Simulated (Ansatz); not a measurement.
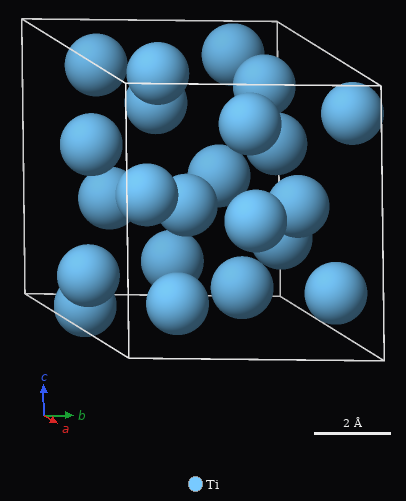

Starting frame of a dynamics run of an amorphous cell of composition Ti (22 atoms in the cell). It starts from the last geometry of an earlier run, with fresh velocities. Style: spheres-only. Shown: the simulation cell, slightly off an axis.

These are results of DFT PBE, scalar-relativistic, plane waves, PAW in Ansatz 0.2.0, not measurements.

Input
```yaml
crystal:
  lattice:
    - [7.403636, 0.024252, -0.115653]
    - [0.024252, 7.258486, -0.376421]
    - [-0.115653, -0.376421, 7.422113]
  atoms:
    - { symbol: Ti, position: [0.5886851214, 0.0113218457, 0.2038064536] }
    - { symbol: Ti, position: [0.645231116, 0.812810634, 0.4768540294] }
    - { symbol: Ti, position: [0.2657771743, 0.4143157848, 0.7609730643] }
    - { symbol: Ti, position: [0.5860966736, 0.2936618208, 0.9415385072] }
    - { symbol: Ti, position: [0.9355852115, 0.8399671398, 0.2292167347] }
    - { symbol: Ti, position: [0.0881723833, 0.9537980809, 0.5754136814] }
    - { symbol: Ti, position: [0.1893068268, 0.5021314739, 0.1682026156] }
    - { symbol: Ti, position: [0.9664837971, 0.5167811225, 0.4960574393] }
    - { symbol: Ti, position: [0.1277843714, 0.7744709601, 0.9069061411] }
    - { symbol: Ti, position: [0.437015441, 0.7701487687, 0.8661262635] }
    - { symbol: Ti, position: [0.3239362387, 0.6344254812, 0.5108442057] }
    - { symbol: Ti, position: [0.8036222284, 0.5646937745, 0.8115040637] }
    - { symbol: Ti, position: [0.4337190492, 0.0911331901, 0.645062181] }
    - { symbol: Ti, position: [0.7808008971, 0.1664394893, 0.5443075274] }
    - { symbol: Ti, position: [0.217452426, 0.2475652153, 0.4015410728] }
    - { symbol: Ti, position: [0.016381656, 0.2825842481, 0.8387469835] }
    - { symbol: Ti, position: [0.5757080786, 0.6181304331, 0.1630037088] }
    - { symbol: Ti, position: [0.254428159, 0.1325113741, 0.017382368] }
    - { symbol: Ti, position: [0.7803798874, 0.9757414421, 0.848271139] }
    - { symbol: Ti, position: [0.5906986314, 0.3975327779, 0.4646495423] }
    - { symbol: Ti, position: [0.8919288384, 0.2365424052, 0.1751359729] }
    - { symbol: Ti, position: [0.2921743075, 0.8875880736, 0.2791959073] }
  symmetry: { detect: false }
basis:
  ecutwfc: 420
  xc_grid: 1
kpoints:
  mp_grid: { grid: [1, 1, 1], shift: [0.25, 0.25, 0.25] }
hamiltonian:
  xc: pbe
scf:
  occupations: { method: fermi_dirac, width: 0.05 }
  lower_state_search: "off"
  convergence: { dr2_threshold: 1.0e-05 }
output:
  forces: true
  stress: true
md:
  timestep: 3.0
  n_steps: 77
  ensemble: nvt_langevin
  friction: 0.03
  temperature: 300.0
  initial_velocities: maxwell_boltzmann
  seed: 93838
```

Run as
```bash
ansatz run input.yaml --threads 2 --pin off --max-ram 5120MiB --backend cpu --events-out ev --progress --plain --runs-dir out
```

What does the trajectory do?

Over the second half the temperature averages 317 K (spread ±54 K). The potential energy in the second half lies on average 62.9 meV per atom below the first frame. The mean pressure there is −1.2 GPa. Root-mean-square distances from the starting positions over the second half, with the common drift of all atoms taken out: Ti 0.31 Å. That is small against the typical shortest distance between atoms in the first frame, about 2.6 Å: the atoms vibrate about their sites and the arrangement holds.

Along the run (each row but the first and the last is the mean over the interval that it begins):

```json
{"time (fs)": "0.0", "potential energy (meV/atom)": "0.0", "T (K)": "286", "p (GPa)": "-0.6"}
{"time (fs)": "36.0", "potential energy (meV/atom)": "-51.6", "T (K)": "360", "p (GPa)": "-1.3"}
{"time (fs)": "72.0", "potential energy (meV/atom)": "-56.1", "T (K)": "413", "p (GPa)": "-1.3"}
{"time (fs)": "108.0", "potential energy (meV/atom)": "-62.3", "T (K)": "352", "p (GPa)": "-1.3"}
{"time (fs)": "144.0", "potential energy (meV/atom)": "-63.4", "T (K)": "319", "p (GPa)": "-1.3"}
{"time (fs)": "180.0", "potential energy (meV/atom)": "-61.3", "T (K)": "310", "p (GPa)": "-1.1"}
{"time (fs)": "216.0", "potential energy (meV/atom)": "-62.2", "T (K)": "300", "p (GPa)": "-1.1"}
```

The paths of the atoms:

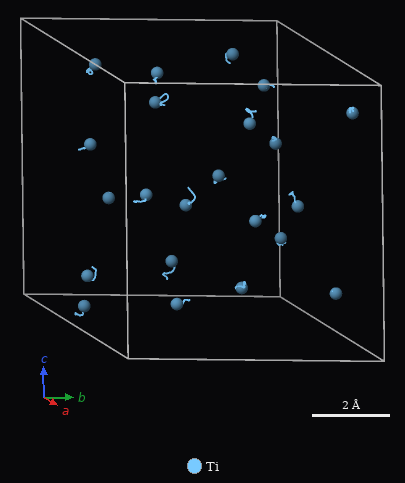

Limits of the set-up: the k-point mesh is coarse for a cell with partly filled bands; the periodic images lie only 7.3 Å apart, so the values are limited by the cell's size.

The run took 5.2 min on 2 threads of Arm Neoverse V1, on a shared host, peak memory 0.63 GiB.
